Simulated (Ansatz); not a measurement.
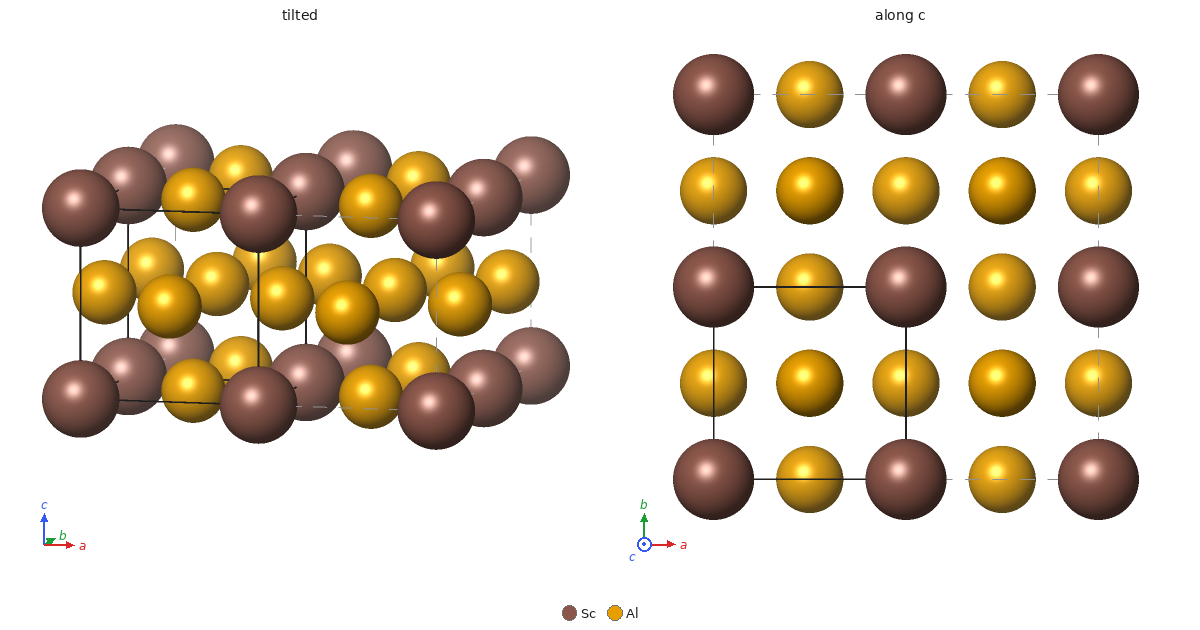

Spheres-only drawing of the structure, looking slightly off an axis and along the c axis. One conventional unit cell is drawn solid; the view covers 2×2×1 cells.

- The compound is ScAl$_{3}$.
- It belongs to space group P4/mmm (No. 123) and has a primitive tetragonal lattice.
- Content of the cell: 1 Sc, 3 Al (Z = 1).

The structure was taken from a structure listed in the Materials Project. It was relaxed with DFT PBE, scalar-relativistic, plane waves, PAW (Ansatz 0.2.0) under a constraint or pressure on the cell, so some stress remains.
